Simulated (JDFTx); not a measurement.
The calculation's input:

```
include CaO.lattice
coords-type Lattice
include CaO.ionpos

ion-species pseudo/Ca.upf
ion-species pseudo/O.upf
elec-cutoff 42 336
elec-ex-corr gga-PBEsol
kpoint-folding 10 10 10
elec-smearing Fermi 0.0018374661
elec-n-bands 14
electronic-SCF nIterations 100 energyDiffThreshold 1e-09
electronic-minimize nIterations 30 energyDiffThreshold 1e-7
forces-output-coords Cartesian

dump-name run.$VAR
dump End Ecomponents EigStats BandEigs Kpoints Forces Stress ElecDensity Dtot KEdensity
```

Run with:

```sh
jdftx -c 1 -i CaO.in -o CaO.out
```

Below, planes, directions and counts refer to the conventional cell (a = 4.84 Å, b = 4.84 Å, c = 4.84 Å, α = 90.00°, β = 90.00°, γ = 90.00°).

Space group Fm-3m; a structure from a database of computed crystals, not necessarily the ambient phase; computed pressure about −5 GPa in this cell.

The calculation used JDFTx, Kohn-Sham DFT of a periodic cell, PBEsol, PseudoDojo-SR-PBEsol-0.4.1-standard.

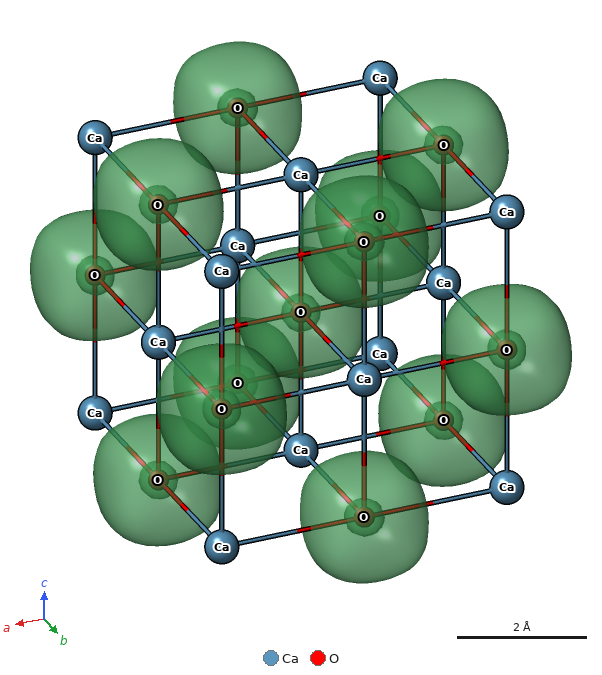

CaO. Isosurface of the ELF at 0.6 (green), seen at an oblique angle. Core shells and regions of very low density are left out. Sticks mark near contacts.

In a pseudopotential calculation such maps are meaningful between the atoms, not at the nuclei.

Describe the localisation domains.

The surface consists of four regions wrapped around O (the valence shell of each), counted in one cell of 8 atoms. Regions shared between cells count once. Along the contacts the grid gives the following. Ca–O (2.42 Å): the ELF is about 0.10 at the midpoint; an ionic contact with no shared pair.

Does the calculation give a band gap?

It is gapped, with a Kohn–Sham gap of 3.6 eV on the k-point mesh (the band edges may lie off the mesh, which would make the gap smaller).
